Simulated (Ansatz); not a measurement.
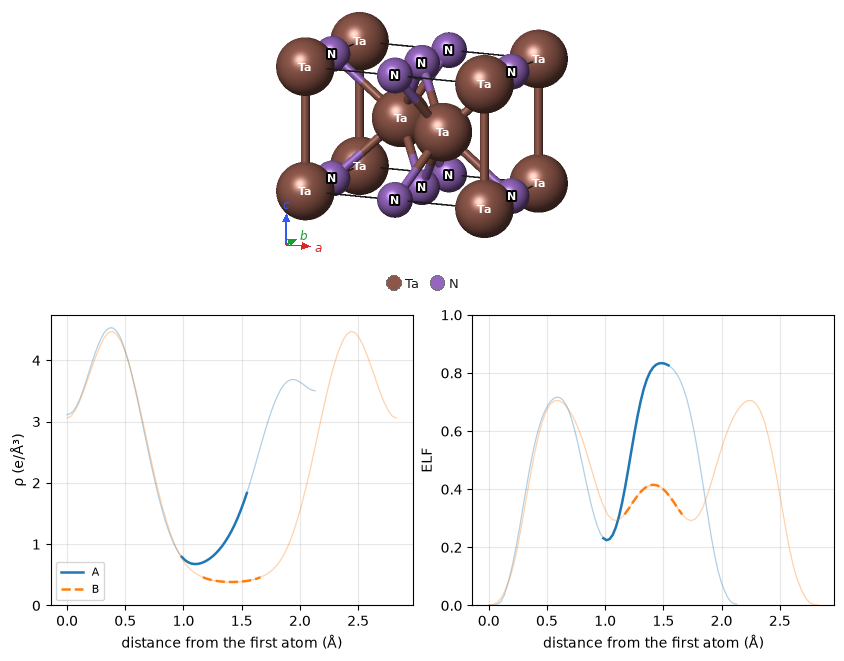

Figure. TaN. Valence pseudo-density and ELF along straight lines between neighbouring atoms. Thin, pale parts lie inside the atomic spheres. The structure is drawn too.

Space group P6/mmm; changed on purpose from its base cell (biaxial strain in the a-b plane, c and atoms relaxed: +6.0 %); computed pressure about −17 GPa in this cell.

The calculation used Ansatz, DFT PBEsol, scalar-relativistic, plane waves, PAW.

In a PAW calculation such maps are meaningful between the atoms, not at the nuclei.

```yaml
crystal:
  lattice:
    - [5.51739, 0.00000, 0.00000]
    - [-2.75870, 4.77820, 0.00000]
    - [0.00000, 0.00000, 2.82810]
  atoms:
    - { symbol: Ta, position: [0.00000, 0.00000, 0.00000] }
    - { symbol: Ta, position: [0.33333, 0.66667, 0.50000] }
    - { symbol: Ta, position: [0.66667, 0.33333, 0.50000] }
    - { symbol: N, position: [0.50000, 0.00000, 0.00000] }
    - { symbol: N, position: [0.50000, 0.50000, 0.00000] }
    - { symbol: N, position: [0.00000, 0.50000, 0.00000] }
```

### Which curve belongs to which contact (Ta–N and Ta–Ta)? The first atom named is at distance zero.

Curve A: Ta–N (2.13 Å): the density is about 0.69 e/Å³ at the midpoint; the ELF peaks at about 0.85 in the valence shell of N, 0.6 Å from its nucleus, and is about 0.25 at the midpoint (no localised pair shows between them). Curve B: Ta–Ta (2.83 Å): ρ at the midpoint is about 0.38 e/Å³; the ELF is about 0.40 at the midpoint.
